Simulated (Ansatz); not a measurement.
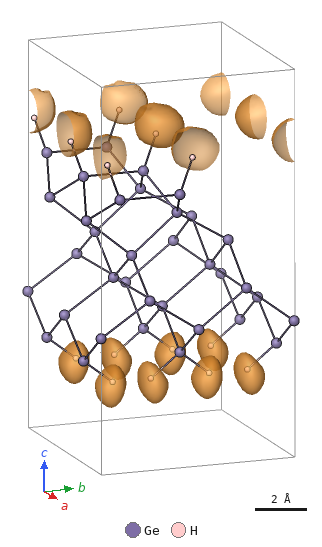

Figure 1: Ge2H (slab). Isosurface of the ELF at 0.9 (orange), seen slightly off an axis. Core shells and regions of very low density are left out. Sticks mark near contacts.

Not relaxed (largest force 0.4 eV/Å).

All numbers below come from Ansatz 0.2.0, DFT PBE, scalar-relativistic, plane waves, PAW.

In a PAW calculation such maps are meaningful between the atoms, not at the nuclei.

What do the ELF domains correspond to?

At this value the surface marks out twelve regions around hydrogen nuclei, counted in one cell of 36 atoms. Counts are for one cell; the picture repeats the cell along the surface. Profiles from the grid: Ge–H (1.56 Å): the ELF climbs to about 1 towards the hydrogen. Ge–Ge (2.46 Å): the ELF peaks at about 0.75 between the atoms, as expected for localised, covalent bonding.

Metal or insulator at this level of theory?

It is gapped, with a Kohn–Sham gap of 0.93 eV on the k-point mesh (the band edges may lie off the mesh, which would make the gap smaller).
